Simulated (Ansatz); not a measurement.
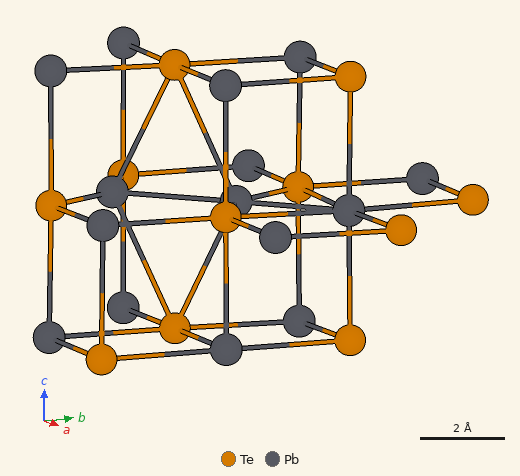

This is the input geometry for a relaxation of a defect cell of composition Te32Pb33 (cell charge +1). Style: ball-and-stick. Shown: the atoms within 5.8 Å of the atom that moves most (axes of the cell of the calculation (origin shifted)), slightly off an axis.

The calculation used Ansatz, DFT, PBEsol, PAW, plane waves.

Settings: plane-wave cutoff 420 eV; k-point mesh 1 × 1 × 1; mesh shifted by (0.25, 0.25, 0.25); collinear spin; atoms relaxed in a fixed cell; force threshold 0.03 eV/Å; at most 80 steps.

```xyz
65
Lattice="12.8800 0.0000 0.0000 0.0000 12.8800 0.0000 0.0000 0.0000 12.8800" Properties=species:S:1:pos:R:3 pbc="T T T"
Te    3.2146   12.8736    0.0133
Te    3.2073    0.0476    6.4489
Te    3.2146    6.3821    0.0297
Te    3.1993    6.4312    6.4444
Te    9.6513   12.8766   12.8498
Te    9.6345   12.8602    6.4493
Te    9.6599    6.4499    0.0155
Te    9.6607    6.4472    6.4439
Te   12.8628    3.2321    0.0066
Te    0.0183    3.2087    6.3818
Te   12.8379    9.6463    0.0155
Te   12.8679    9.6788    6.4291
Te    6.4329    3.1908    0.0450
Te    6.4363    3.2388    6.4241
Te    6.4066    9.6533    0.0180
Te    6.4070    9.6493    6.4568
Te   12.8605    0.0201    3.2355
Te    0.0112   12.8568    9.6475
Te    0.0355    6.4599    3.2105
Te    0.0088    6.4263    9.6363
Te    6.4119    0.0255    3.2238
Te    6.4500    0.0071    9.6337
Te    6.4208    6.4516    3.2276
Te    6.4475    6.4306    9.6446
Te    3.1921    3.1813    3.1863
Te    3.2006    3.2402    9.6711
Te    3.1902    9.6297    3.2152
Te    3.2219    9.6540    9.6419
Te    9.6586    3.2266    3.1912
Te    9.6580    3.2082    9.6661
Te    9.6476    9.6734    3.2404
Te    9.6756    9.6710    9.6602
Pb    0.0451   12.8785   12.8799
Pb    0.0296    0.0113    6.4259
Pb   12.8674    6.4601    0.0069
Pb   12.8792    6.4190    6.4629
Pb    6.4339    0.0061    0.0357
Pb    6.4450   12.8570    6.4602
Pb    6.4470    6.4133    0.0259
Pb    5.2930    5.2909    6.4430
Pb    3.2188    3.2318    0.0303
Pb    3.2331    3.2023    6.4265
Pb    3.2366    9.6564   12.8711
Pb    3.2205    9.6650    6.4681
Pb    9.6255    3.1952    0.0143
Pb    9.7004    3.2437    6.4572
Pb    9.6316    9.6193    0.0312
Pb    9.6223    9.6514    6.3930
Pb    3.2402    0.0334    3.2083
Pb    3.2281    0.0105    9.6439
Pb    3.2170    6.4214    3.2221
Pb    3.1633    6.4515    9.6553
Pb    9.6386   12.8644    3.2294
Pb    9.6760   12.8239    9.6595
Pb    9.6730    6.4538    3.2252
Pb    9.6572    6.4409    9.6483
Pb   12.8639    3.2239    3.2430
Pb   12.8630    3.2269    9.6111
Pb   12.8671    9.6790    3.2347
Pb   12.8758    9.6455    9.6472
Pb    6.4444    3.1822    3.2183
Pb    6.4112    3.2385    9.6978
Pb    6.4493    9.6622    3.1970
Pb    6.4842    9.6717    9.6297
Pb    7.5873    7.5604    6.4277
```

### Predict the outcome.

Over 18 geometry steps the energy falls by 8.468 eV per cell of the calculation. Largest force component: 7.5 eV/Å at the start, 0.013 eV/Å at the end. The largest move is that of Pb65, 1.40 Å roughly along [1 1 −3]. By element the largest moves are Pb 1.40 Å, Te 0.36 Å. The cell doesn't change. Some distances before and after: Te24–Pb65 3.595 → 5.082 Å, Te31–Pb65 4.344 → 3.249 Å, Te14–Pb40 2.349 → 3.007 Å, Te8–Pb65 2.353 → 2.997 Å. Bond angles that change, for instance: Pb40–Pb65–Pb48 178.8° → 117.0°, Te4–Pb40–Te14 147.7° → 103.2°, Te31–Pb48–Pb65 91.3° → 57.8°. Cost: 71 s on 1 × NVIDIA GB300 Max-Q with 8 threads of Arm Neoverse-V2, peak memory 2.6 GiB.

The end point in the same view:

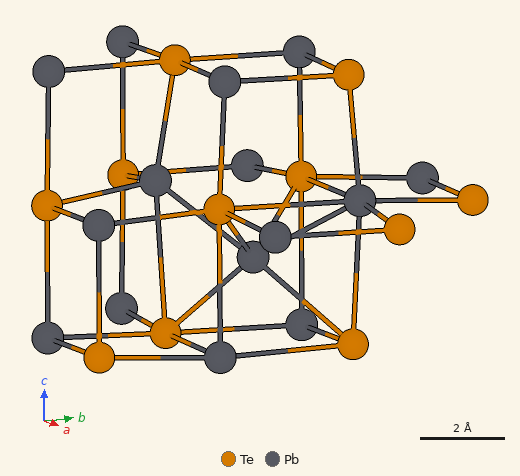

Limits of the set-up: the cell is charged, on a uniform background, and energies carry no finite-size correction.
